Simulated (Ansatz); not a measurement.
## Run report: In₃₂O₄₈, single-point calculation

The run: single-point calculation of In₃₂O₄₈ (80 atoms in the cell). Method and program: DFT, PBEsol, PAW, plane waves (Ansatz 0.2.0).

The structure was built on a prototype by a generator.

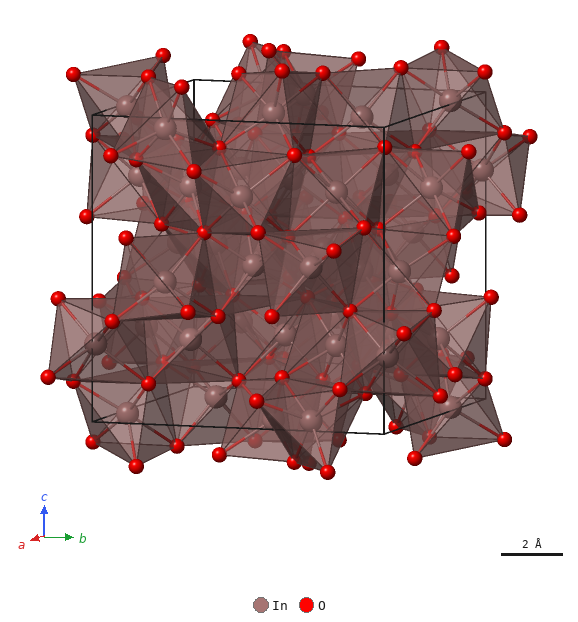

*The structure as given in the input (polyhedral view of the cell of the calculation, seen slightly off an axis; polyhedra are completed across the faces of the cell).*

### Input
```yaml
crystal:
  lattice:
    - [10.161438, 0.000000, 0.000000]
    - [0.000000, 10.161438, 0.000000]
    - [0.000000, 0.000000, 10.161438]
  atoms:
    - { symbol: In, position: [0.250000, 0.250000, 0.250000] }
    - { symbol: In, position: [0.466008, 0.000000, 0.250000] }
    - { symbol: In, position: [0.033992, 0.000000, 0.750000] }
    - { symbol: In, position: [0.250000, 0.466008, 0.000000] }
    - { symbol: In, position: [0.750000, 0.033992, 0.000000] }
    - { symbol: In, position: [0.000000, 0.250000, 0.466008] }
    - { symbol: In, position: [0.000000, 0.750000, 0.033992] }
    - { symbol: In, position: [0.033992, 0.500000, 0.250000] }
    - { symbol: In, position: [0.250000, 0.033992, 0.500000] }
    - { symbol: In, position: [0.500000, 0.250000, 0.033992] }
    - { symbol: In, position: [0.533992, 0.500000, 0.250000] }
    - { symbol: In, position: [0.750000, 0.533992, 0.000000] }
    - { symbol: In, position: [0.250000, 0.966008, 0.000000] }
    - { symbol: In, position: [0.500000, 0.250000, 0.533992] }
    - { symbol: In, position: [0.533992, 0.000000, 0.750000] }
    - { symbol: In, position: [0.966008, 0.000000, 0.250000] }
    - { symbol: In, position: [0.750000, 0.250000, 0.250000] }
    - { symbol: In, position: [0.750000, 0.466008, 0.500000] }
    - { symbol: In, position: [0.250000, 0.533992, 0.500000] }
    - { symbol: In, position: [0.000000, 0.750000, 0.533992] }
    - { symbol: In, position: [0.000000, 0.250000, 0.966008] }
    - { symbol: In, position: [0.250000, 0.750000, 0.250000] }
    - { symbol: In, position: [0.500000, 0.750000, 0.466008] }
    - { symbol: In, position: [0.250000, 0.250000, 0.750000] }
    - { symbol: In, position: [0.466008, 0.500000, 0.750000] }
    - { symbol: In, position: [0.750000, 0.750000, 0.750000] }
    - { symbol: In, position: [0.250000, 0.750000, 0.750000] }
    - { symbol: In, position: [0.750000, 0.750000, 0.250000] }
    - { symbol: In, position: [0.750000, 0.250000, 0.750000] }
    - { symbol: In, position: [0.966008, 0.500000, 0.750000] }
    - { symbol: In, position: [0.750000, 0.966008, 0.500000] }
    - { symbol: In, position: [0.500000, 0.750000, 0.966008] }
    - { symbol: O, position: [0.390010, 0.154521, 0.382149] }
    - { symbol: O, position: [0.609990, 0.345479, 0.382149] }
    - { symbol: O, position: [0.109990, 0.154521, 0.617850] }
    - { symbol: O, position: [0.382149, 0.390010, 0.154521] }
    - { symbol: O, position: [0.382149, 0.609990, 0.345479] }
    - { symbol: O, position: [0.617850, 0.109990, 0.154521] }
    - { symbol: O, position: [0.154521, 0.382149, 0.390010] }
    - { symbol: O, position: [0.345479, 0.382149, 0.609990] }
    - { symbol: O, position: [0.154521, 0.617850, 0.109990] }
    - { symbol: O, position: [0.109990, 0.345479, 0.117850] }
    - { symbol: O, position: [0.117850, 0.109990, 0.345479] }
    - { symbol: O, position: [0.345479, 0.117850, 0.109990] }
    - { symbol: O, position: [0.609990, 0.654521, 0.117850] }
    - { symbol: O, position: [0.390010, 0.845479, 0.117850] }
    - { symbol: O, position: [0.845479, 0.882150, 0.109990] }
    - { symbol: O, position: [0.654521, 0.382149, 0.109990] }
    - { symbol: O, position: [0.882150, 0.109990, 0.845479] }
    - { symbol: O, position: [0.654521, 0.117850, 0.609990] }
    - { symbol: O, position: [0.845479, 0.117850, 0.390010] }
    - { symbol: O, position: [0.382149, 0.109990, 0.654521] }
    - { symbol: O, position: [0.890010, 0.345479, 0.617850] }
    - { symbol: O, position: [0.890010, 0.154521, 0.117850] }
    - { symbol: O, position: [0.882150, 0.390010, 0.345479] }
    - { symbol: O, position: [0.882150, 0.609990, 0.154521] }
    - { symbol: O, position: [0.109990, 0.845479, 0.882150] }
    - { symbol: O, position: [0.117850, 0.609990, 0.654521] }
    - { symbol: O, position: [0.117850, 0.390010, 0.845479] }
    - { symbol: O, position: [0.109990, 0.654521, 0.382149] }
    - { symbol: O, position: [0.617850, 0.890010, 0.345479] }
    - { symbol: O, position: [0.117850, 0.890010, 0.154521] }
    - { symbol: O, position: [0.345479, 0.882150, 0.390010] }
    - { symbol: O, position: [0.154521, 0.882150, 0.609990] }
    - { symbol: O, position: [0.345479, 0.617850, 0.890010] }
    - { symbol: O, position: [0.390010, 0.345479, 0.882150] }
    - { symbol: O, position: [0.609990, 0.154521, 0.882150] }
    - { symbol: O, position: [0.154521, 0.117850, 0.890010] }
    - { symbol: O, position: [0.890010, 0.654521, 0.882150] }
    - { symbol: O, position: [0.882150, 0.890010, 0.654521] }
    - { symbol: O, position: [0.654521, 0.882150, 0.890010] }
    - { symbol: O, position: [0.609990, 0.845479, 0.617850] }
    - { symbol: O, position: [0.390010, 0.654521, 0.617850] }
    - { symbol: O, position: [0.890010, 0.845479, 0.382149] }
    - { symbol: O, position: [0.617850, 0.609990, 0.845479] }
    - { symbol: O, position: [0.617850, 0.390010, 0.654521] }
    - { symbol: O, position: [0.382149, 0.890010, 0.845479] }
    - { symbol: O, position: [0.845479, 0.617850, 0.609990] }
    - { symbol: O, position: [0.654521, 0.617850, 0.390010] }
    - { symbol: O, position: [0.845479, 0.382149, 0.890010] }
kpoints:
  mp_grid: { grid: [1, 1, 1] }
hamiltonian:
  xc: pbesol
scf:
  occupations: { method: fermi_dirac, width: 0.01 }
output:
  forces: true
  eigenvalues: true
  stress: true
  populations: true
  eigenstates: { kpoints: [[0, 0, 0]], e_range: [-6.0, 6.0], localisation: true }
```

Machine: 7 threads of Arm Neoverse-V2, shared host.

### Log
```
Pseudopotentials: kind: paw
Functional definition: PBEsol
  exchange = pbesol_x
  correlation = pbesol_c
Crystal: 80 atoms, lattice volume = 1049.217 Å³
Basis set: ecut = 420 eV, 20377 PW (Γ), exchange–correlation on 144×144×144 points (8 copies of the dense FFT grid, shifted against one another)
Bands: 432, of which v1, the nominal top of the filled ones, is band 352 counted from 1 (351 counted from 0)
Symmetry: 48 space group operations
Space group: Ia-3 (ITA 206), of the structure as read, at distance tolerance 1.0e-4 Å
k-points: 1
Non-local potential: In, projectors of the file, l = 0: 2, l = 1: 2, l = 2: 2, l = 3: 2
Non-local potential: O, projectors of the file, l = 0: 2, l = 1: 2, l = 2: 1
PAW form: soft (Blöchl's): semilocal exchange-correlation on the pseudo side does not see the compensation charge
PAW frozen core: In, regenerated for the run's functional, and the local potential with it (the file was generated under x = pbe(κ = 0.804, μ = 0.2195149727645171), c = pbe(β = 0.06672455060314922))
PAW frozen core: O, regenerated for the run's functional, and the local potential with it (the file was generated under x = pbe(κ = 0.804, μ = 0.2195149727645171), c = pbe(β = 0.06672455060314922))
PAW one-centre angular grid: In, 590 points (default); XC on 64 Gauss nodes
PAW one-centre angular grid: O, 110 points (default); XC on 64 Gauss nodes
Initial density: superposition of atomic densities (neutral atoms: chi_scale 0, normalization atom), corrected by the library's trained network
Initial wavefunctions: pseudopotential atomic-orbital guess
Functional: x = pbesol(κ = 0.804, μ = 0.12345679012345678), c = pbesol(β = 0.046)
SCF iter   1: F=—  HF=-203741.801565 eV  |F-HF|=—  |Δ(HF+E_count)|=         —  Δρ=1.54e-2  dr2=1.94e0  ethr=1.77e-3  ⟨swp⟩=6.0  Hψ=1798  notcnv=0  defer=6
preconditioner: auto → Resta (q_TF=auto, 2.553 Å⁻¹)  ε∞=4.7  [insulator: Δε(μ)=0.876 eV  Ē_g=15.861 eV  σ=0.010 eV  W_gap=1.00  n_scr=304 (ndim 8)  ℏωp=30.4 eV  f_vac=0.051  D(μ)=0.00/eV (n_scr^D=0)  ε∞_Penn≈4.7]
SCF iter   2: F=—  HF=-203741.267949 eV  |F-HF|=—  |Δ(HF+E_count)|=   5.34e-1  Δρ=2.52e-3  dr2=3.63e-2  ethr=2.76e-4  ⟨swp⟩=2.0  Hψ=813  notcnv=0  defer=73
SCF iter   3: F=—  HF=-203741.259635 eV  |F-HF|=—  |Δ(HF+E_count)|=   8.31e-3  Δρ=1.03e-3  dr2=8.40e-3  ethr=5.16e-6  ⟨swp⟩=2.0  Hψ=711  notcnv=0  defer=73
SCF iter   4: F=—  HF=-203741.259799 eV  |F-HF|=—  |Δ(HF+E_count)|=   1.64e-4  Δρ=4.09e-4  dr2=1.57e-3  ethr=1.19e-6  ⟨swp⟩=2.0  Hψ=655  notcnv=0  defer=73
SCF iter   5: F=—  HF=-203741.259946 eV  |F-HF|=—  |Δ(HF+E_count)|=   1.46e-4  Δρ=7.62e-5  dr2=8.63e-5  ethr=2.23e-7  ⟨swp⟩=2.0  Hψ=537  notcnv=0  defer=73
SCF iter   6: F=—  HF=-203741.260864 eV  |F-HF|=—  |Δ(HF+E_count)|=   9.18e-4  Δρ=1.01e-5  dr2=1.23e-6  ethr=1.23e-8  ⟨swp⟩=3.0  Hψ=816  notcnv=0  defer=73
SCF iter   7: F=-203741.260865 eV  HF=-203741.260865 eV  |F-HF|=3.96e-8  |Δ(HF+E_count)|=   1.22e-6  Δρ=1.66e-6  dr2=3.02e-8  ethr=1.42e-11  ⟨swp⟩=11.0  Hψ=2420  notcnv=0
SCF 1 converged in 7 iterations: F = -203741.260865 eV  dr2 = 3.02e-8
  greatest PAW one-centre occupation: 0.991 electrons in one spin orbital (limit 2), on the In atom at site 25 (counted from 0), in its partial waves of l = 2
```

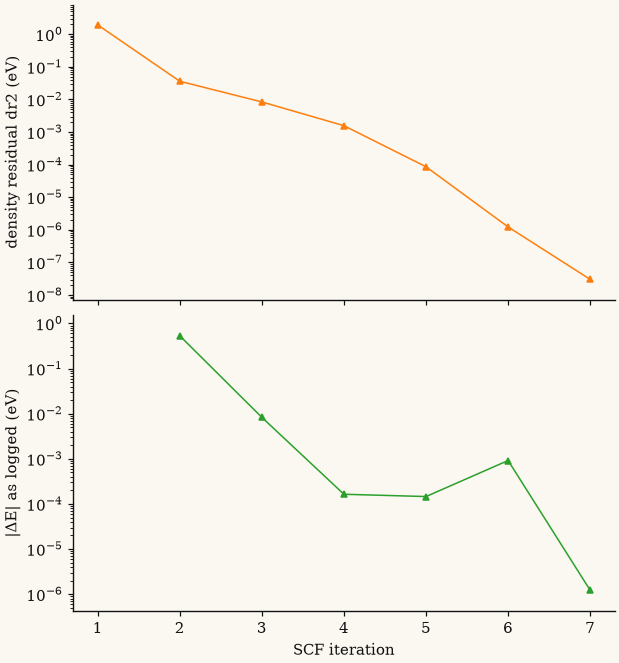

*Convergence of the self-consistent field: density residual dr2 and size of the energy change against the SCF iteration.*

The residual falls at every step.

```
NSCF: frozen V_eff on 1 k-points
SCF converged after 7 iterations
Free energy (F): -203741.260865 eV
Harris-Foulkes:  -203741.260865 eV  (|F-HF|=3.96e-8)
Internal energy: -203741.260865 eV  (E = F + TS)
E sigma→0 (E₀):  -203741.260865 eV
Fermi energy:    9.009368 eV
--- Per-component energies (eV) ---
  E_band       = -100.041410
  E_kinetic    = 16242.571103
  E_local      = -49049.102657  (includes V_loc(G=0)·N_el)
  E_nonlocal   = 14243.194080
  E_hartree    = 18889.757576
  E_xc         = -10273.361456
  E_vxc        = -7625.807897  (∫ρ·V_xc dr)
  E_paw        = -138193.324114  (= ΣΔE_a)
  E_vpaw       = -11690.532050  (= ΣTr[D̂ρ^β])
  E_aug_tail   = 0.115995  (compensation charges beyond the density's cutoff)
  E_ewald      = -55610.354091
  E_core_change = 9.242700  (= ΣΔE_core)
  E_smearing   = -0.000000  (= −TS)
  E_closure    = -0.000000  (closes the sum)
  Σ components = -203741.260865   (vs F -203741.260865, Δ=0.00e0)
--- Forces (eV/Å), atoms counted from 1 ---
  atom   1  In    -0.00000000    -0.00000000    -0.00000000
  atom   2  In    -0.01819384    -0.00000000    -0.00000000
  atom   3  In     0.01819384    -0.00000000    -0.00000000
  atom   4  In     0.00000000    -0.01819384     0.00000000
  atom   5  In    -0.00000000     0.01819384     0.00000000
  atom   6  In     0.00000000     0.00000000    -0.01819384
  atom   7  In     0.00000000     0.00000000     0.01819384
  atom   8  In     0.01819384    -0.00000000     0.00000000
  atom   9  In     0.00000000     0.01819384    -0.00000000
  atom  10  In     0.00000000     0.00000000     0.01819384
  atom  11  In     0.01819384    -0.00000000    -0.00000000
  atom  12  In     0.00000000     0.01819384    -0.00000000
  atom  13  In     0.00000000    -0.01819384    -0.00000000
  atom  14  In     0.00000000     0.00000000     0.01819384
  atom  15  In     0.01819384    -0.00000000     0.00000000
  atom  16  In    -0.01819384    -0.00000000     0.00000000
  atom  17  In    -0.00000000    -0.00000000     0.00000000
  atom  18  In     0.00000000    -0.01819384    -0.00000000
  atom  19  In    -0.00000000     0.01819384     0.00000000
  atom  20  In     0.00000000     0.00000000     0.01819384
  atom  21  In    -0.00000000     0.00000000    -0.01819384
  atom  22  In    -0.00000000     0.00000000     0.00000000
  atom  23  In     0.00000000     0.00000000    -0.01819384
  atom  24  In    -0.00000000     0.00000000     0.00000000
  atom  25  In    -0.01819384     0.00000000     0.00000000
  atom  26  In    -0.00000000     0.00000000     0.00000000
  atom  27  In    -0.00000000    -0.00000000    -0.00000000
  atom  28  In    -0.00000000     0.00000000    -0.00000000
  atom  29  In    -0.00000000     0.00000000    -0.00000000
  atom  30  In    -0.01819384    -0.00000000    -0.00000000
  atom  31  In     0.00000000    -0.01819384     0.00000000
  atom  32  In     0.00000000     0.00000000    -0.01819384
  atom  33  O      0.02571732     0.03229211     0.01845743
  atom  34  O     -0.02571732    -0.03229211     0.01845743
  atom  35  O     -0.02571732     0.03229211    -0.01845743
  atom  36  O      0.01845743     0.02571732     0.03229211
  atom  37  O      0.01845743    -0.02571732    -0.03229211
  atom  38  O     -0.01845743    -0.02571732     0.03229211
  atom  39  O      0.03229211     0.01845743     0.02571732
  atom  40  O     -0.03229211     0.01845743    -0.02571732
  atom  41  O      0.03229211    -0.01845743    -0.02571732
  atom  42  O     -0.02571732    -0.03229211    -0.01845743
  atom  43  O     -0.01845743    -0.02571732    -0.03229211
  atom  44  O     -0.03229211    -0.01845743    -0.02571732
  atom  45  O     -0.02571732     0.03229211    -0.01845743
  atom  46  O      0.02571732    -0.03229211    -0.01845743
  atom  47  O     -0.03229211     0.01845743    -0.02571732
  atom  48  O      0.03229211     0.01845743    -0.02571732
  atom  49  O      0.01845743    -0.02571732    -0.03229211
  atom  50  O      0.03229211    -0.01845743    -0.02571732
  atom  51  O     -0.03229211    -0.01845743     0.02571732
  atom  52  O      0.01845743    -0.02571732     0.03229211
  atom  53  O      0.02571732    -0.03229211    -0.01845743
  atom  54  O      0.02571732     0.03229211    -0.01845743
  atom  55  O      0.01845743     0.02571732    -0.03229211
  atom  56  O      0.01845743    -0.02571732     0.03229211
  atom  57  O     -0.02571732    -0.03229211     0.01845743
  atom  58  O     -0.01845743    -0.02571732     0.03229211
  atom  59  O     -0.01845743     0.02571732    -0.03229211
  atom  60  O     -0.02571732     0.03229211     0.01845743
  atom  61  O     -0.01845743     0.02571732    -0.03229211
  atom  62  O     -0.01845743     0.02571732     0.03229211
  atom  63  O     -0.03229211     0.01845743     0.02571732
  atom  64  O      0.03229211     0.01845743    -0.02571732
  atom  65  O     -0.03229211    -0.01845743     0.02571732
  atom  66  O      0.02571732    -0.03229211     0.01845743
  atom  67  O     -0.02571732     0.03229211     0.01845743
  atom  68  O      0.03229211    -0.01845743     0.02571732
  atom  69  O      0.02571732     0.03229211     0.01845743
  atom  70  O      0.01845743     0.02571732     0.03229211
  atom  71  O      0.03229211     0.01845743     0.02571732
  atom  72  O     -0.02571732    -0.03229211    -0.01845743
  atom  73  O      0.02571732     0.03229211    -0.01845743
  atom  74  O      0.02571732    -0.03229211     0.01845743
  atom  75  O     -0.01845743    -0.02571732    -0.03229211
  atom  76  O     -0.01845743     0.02571732     0.03229211
  atom  77  O      0.01845743     0.02571732    -0.03229211
  atom  78  O     -0.03229211    -0.01845743    -0.02571732
  atom  79  O      0.03229211    -0.01845743     0.02571732
  atom  80  O     -0.03229211     0.01845743     0.02571732
  max |Σ_I F_I| component: 9.71e-17 eV/Å
--- Stress (GPa, compression-positive) ---
       -0.144009      -0.000000       0.000000
       -0.000000      -0.144009      -0.000000
        0.000000      -0.000000      -0.144009
  P = ⅓ Tr σ = -0.1440 GPa (-1.440 kbar)
--- Band table (eV) ---
  k-point 0: bands = ["-9.1991", "-8.7576", "-8.7576", "-8.7576", "-8.6483", "-8.6483", "-8.6483", "-8.5775", "-8.5775", "-8.5029", ... 222 levels left out ..., "4.3999", "4.5451", "4.7126", "4.7126", "4.7126", "4.7417", "4.7417", "4.7417", "4.8231", "4.8231", "4.8231", "4.8421", "4.8421", "4.8421", "5.1044", "5.1044", "5.1044", "5.1597", "5.1597", "5.1597", "5.3815", "5.4048", "5.4728", "5.4728", "5.4728", "5.5065", "5.5065", "5.5065", "5.5734",
      "5.5734", "5.5734", "5.7069", "5.9299", "5.9299", "5.9959", "6.1728", "6.1728", "6.2672", "6.2672", "6.2672", "6.3075", "6.3075", "6.3282", "6.3282", "6.3282", "6.6416", "6.6416", "6.6416", "6.7004", "6.7004", "6.7004", "6.7275", "6.7275", "6.7277", "6.7277", "6.7277", "6.7946", "6.7946", "6.7946", "6.8329", "6.8329", "6.8329", "6.8512", "6.9603", "6.9603", "7.0225", "7.0225", "7.0225", "7.0505",
      "7.0505", "7.0505", "7.1792", "7.1792", "7.1792", "7.2601", "7.2601", "7.3812", "7.3812", "7.6564", "7.6564", "7.6564", "7.7032", "7.7032", "7.7032", "7.7321", "7.7321", "7.7321", "7.7713", "7.7713", "7.8530", "8.0300", "8.0300", "8.0300", "8.0510", "8.0510", "8.0510", "8.1465", "8.1465", "8.1465", "8.2068", "8.2068", "8.2251", "8.2251", "8.2251", "8.2397", "8.2438", "8.2438", "8.2438", "8.2480",
      "8.2480", "8.2480", "8.2556", "8.2556", "8.2638", "8.2638", "8.2638", "8.3348", "8.4929", "8.4929", "8.4929", "9.5149", "12.4956", "12.4956", "12.4956", "12.5447", "12.5447", "12.5447", "13.8662", "13.8662", "13.8662", "13.9381", "14.0045", "14.0045", "14.0045", "14.0120", "14.0120", "14.0120", "14.0461", "14.0461", "14.1630", "14.1630", "14.1630", "14.2573", "14.8035", "14.8035", "14.8997", "14.9068", "14.9778", "14.9778",
      "14.9778", "15.0137", "15.0137", "15.0137", "15.4059", "15.4059", "15.4059", "15.4301", "15.4417", "15.4417", "15.4417", "15.9342", "15.9342", "15.9342", "16.3831", "16.3831", "16.3831", "16.4295", "16.4566", "16.5885", "16.5885", "16.5885", "16.7090", "16.7090", "16.7090", "17.1960", "17.1960", "17.1960", "17.3999", "17.3999", "17.3999", "17.5534", "17.8188", "17.8188", "17.8188", "17.8300", "17.8300", "17.9799", "17.9799", "17.9905",
      "17.9905", "18.0270", "18.0270", "18.0470", "18.0470", "18.0470", "18.3581", "18.3581", "18.3581", "18.6861", "18.6861"]
--- Löwdin populations: 80 sites ---
  site symbol       q [e]
     0     In     11.8539
     1     In     11.8558
     2     In     11.8558
     3     In     11.8558
     4     In     11.8558
     5     In     11.8558
     6     In     11.8558
     7     In     11.8558
     8     In     11.8558
     9     In     11.8558
    10     In     11.8558
    11     In     11.8558
    12     In     11.8558
    13     In     11.8558
    14     In     11.8558
    15     In     11.8558
    16     In     11.8539
    17     In     11.8558
    18     In     11.8558
    19     In     11.8558
    20     In     11.8558
    21     In     11.8539
    22     In     11.8558
    23     In     11.8539
    24     In     11.8558
    25     In     11.8539
    26     In     11.8539
    27     In     11.8539
    28     In     11.8539
    29     In     11.8558
    30     In     11.8558
    31     In     11.8558
    32      O      6.7199
    33      O      6.7199
    34      O      6.7199
    35      O      6.7199
    36      O      6.7199
    37      O      6.7199
    38      O      6.7199
    39      O      6.7199
    40      O      6.7199
    41      O      6.7199
    42      O      6.7199
    43      O      6.7199
    44      O      6.7199
    45      O      6.7199
    46      O      6.7199
    47      O      6.7199
    48      O      6.7199
    49      O      6.7199
    50      O      6.7199
    51      O      6.7199
    52      O      6.7199
    53      O      6.7199
    54      O      6.7199
    55      O      6.7199
    56      O      6.7199
    57      O      6.7199
    58      O      6.7199
    59      O      6.7199
    60      O      6.7199
    61      O      6.7199
    62      O      6.7199
    63      O      6.7199
    64      O      6.7199
    65      O      6.7199
    66      O      6.7199
    67      O      6.7199
    68      O      6.7199
    69      O      6.7199
    70      O      6.7199
    71      O      6.7199
    72      O      6.7199
    73      O      6.7199
    74      O      6.7199
    75      O      6.7199
    76      O      6.7199
    77      O      6.7199
    78      O      6.7199
    79      O      6.7199
  spilling = 0.002944 (of n_electrons = 704.000000)
```

### Summary

- outcome: converged
- space group (tolerance 0.01 Å): Ia-3 (206)
- electrons treated: 704
- free energy: −203741.2609 eV
- Fermi energy: 9.009 eV
- pressure: −0.14 GPa
- largest force (length of the vector): 0.045 eV/Å
- wall time: 18 s (CPU time 1.9 min)
- peak memory: 2.8 GiB

### Notes

The program warns: the structure was made exactly symmetric. The k-point mesh is coarse for a cell of this size, so the results may not be converged.
